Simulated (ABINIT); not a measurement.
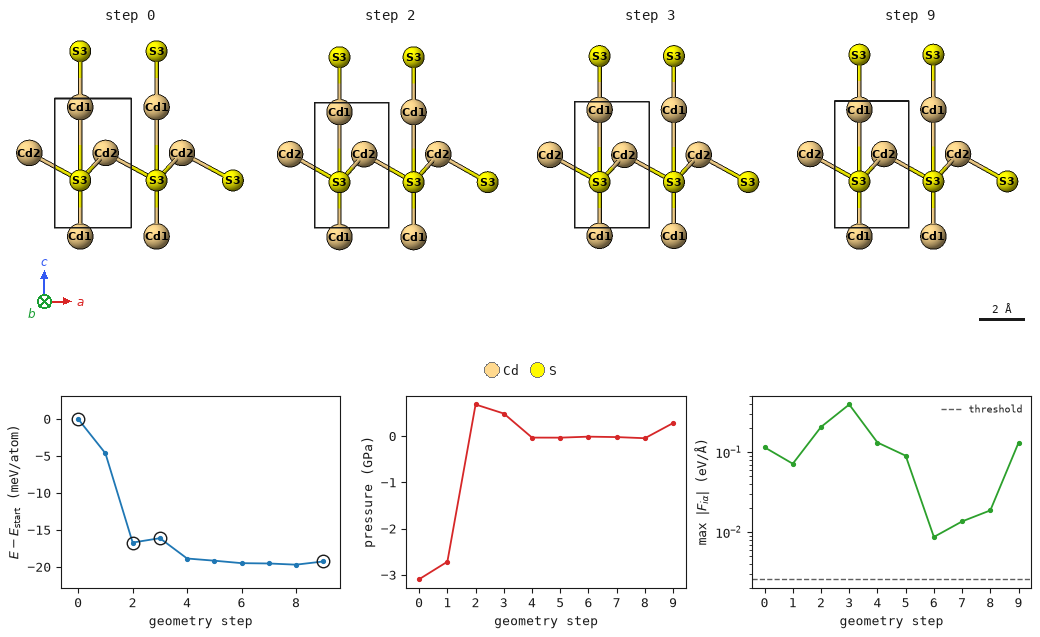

Frames of a relaxation of crystalline Cd₂S (set up in P3m1), marked on the history of the run. The picture is a ball-and-stick view of the cell of the calculation, repeated 2 × 1 × 1 with one cell outlined, seen along the b axis.

The run lets cell and atoms move.

All numbers below come from Kohn-Sham DFT of a periodic cell, PBEsol, JTH PAW PBE v2.0 in ABINIT.

Input
```
pp_dirpath "./"
pseudos "Cd.GGA_PBE-JTH.xml, S.GGA_PBE-JTH.xml"

acell 3*1.0 Angstrom
rprim
     3.9626700490     0.0000000000     0.0000000000
    -1.9813350245     3.4317729293     0.0000000000
     0.0000000000     0.0000000000     5.8091920000
ntypat 2
znucl 48 16
natom 3
typat 1 1 2
xred
     0.3333333333     0.6666666667     0.9327170000
     0.6666666667     0.3333333333     0.5787350000
     0.3333333333     0.6666666667     0.3657050000
chkprim 0
chksymtnons 0
tolsym 1.0e-6

ecut 22.0
pawecutdg 44.0
pawxcdev 0
pawovlp -1

kptopt 1
ngkpt 7 7 4
nshiftk 1
shiftk 0.0 0.0 0.0

ixc -116133

nband 19
occopt 3
tsmear 0.05 eV

nstep 100
tolvrs 1.0e-9

iomode 3
prtwf 0
prtden 0
prteig 0
prtebands 0
enunit 2
prtvol 2

ionmov 22
ntime 60
tolmxf 5.0e-5
optcell 2
dilatmx 1.08
ecutsm 0.5
```

Command:
```bash
abinit run.abi > log 2>&1
```

Question: Describe the path.

Answer: The run was cut off at its time limit before the relaxation converged, so the last structure is only a point on the way. Cd2 moves most relative to the cell: 0.014 Å along +c. By element the largest moves are Cd 0.014 Å, S 0.003 Å. The volume changes by −8.0 %, with a = b 3.963 → 3.839 Å (−3.1 %), c 5.809 → 5.698 Å (−1.9 %). Some distances before and after: Cd1–S3 3.294 → 3.223 Å, Cd2–S3 2.601 → 2.535 Å, Cd1–S3 (another image) 2.515 → 2.475 Å. The space group stays P3m1 (No. 156). After 9 geometry steps the energy has fallen by 19.3 meV per atom. The largest force component goes from 0.12 to 0.13 eV/Å. Pressure: −3.09 GPa at the start and 0.29 GPa at the end. The run took 35 min on 1 thread of Arm Neoverse V2, with other jobs on the host, peak memory 0.21 GiB. From step 0 to 2: Cd2 moves most (0.05 Å), volume −8.9 %, energy −16.7 meV per atom. From step 2 to 3: Cd1 moves most (0.06 Å), volume +1.5 %, energy +0.6 meV per atom. From step 3 to 9: Cd1 moves most (0.03 Å), volume −0.5 %, energy −3.1 meV per atom.

Limits of the set-up: layers or molecules are held without a dispersion correction, so their spacing is unreliable.
